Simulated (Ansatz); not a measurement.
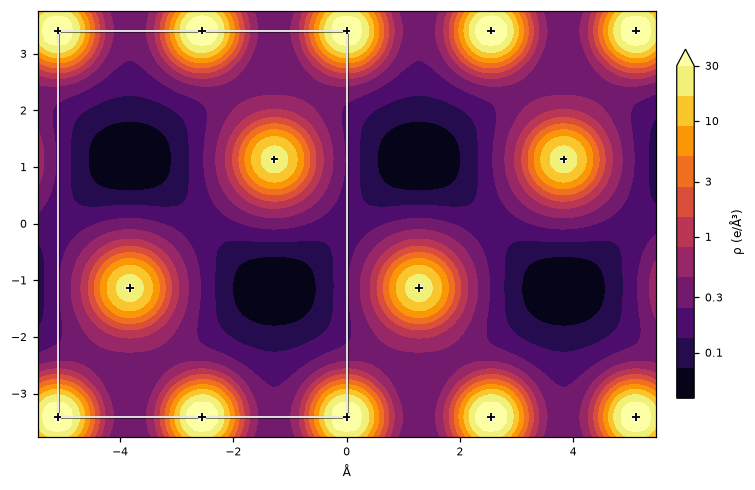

The valence pseudo-density on a plane through atoms (crosses mark nuclei in the plane).

Method: DFT PBE, scalar-relativistic, plane waves, PAW in Ansatz 0.2.0.

Candidates:
A. NiSb, a = 3.94 Å, b = 3.94 Å, c = 5.10 Å, α = 90.00°, β = 90.00°, γ = 120.00°. Space group P6₃/mmc; changed on purpose from its base cell (volume × 0.97, shape and atoms relaxed); computed pressure about 4 GPa in this cell; computed without spin polarisation.
B. MgB2, a = 3.10 Å, b = 3.10 Å, c = 3.57 Å, α = 90.00°, β = 90.00°, γ = 120.00°. Space group P6/mmm; changed on purpose from its base cell (volume × 1.03, shape and atoms relaxed); computed pressure about −4 GPa in this cell.

Which candidate gave the map?

Candidate A: NiSb on the (110) plane of the conventional cell, which holds Ni and Sb. Ni–Ni (2.55 Å): the density is about 0.3 e/Å³ at the midpoint. Ni–Sb (2.61 Å): ρ at the midpoint is about 0.38 e/Å³.
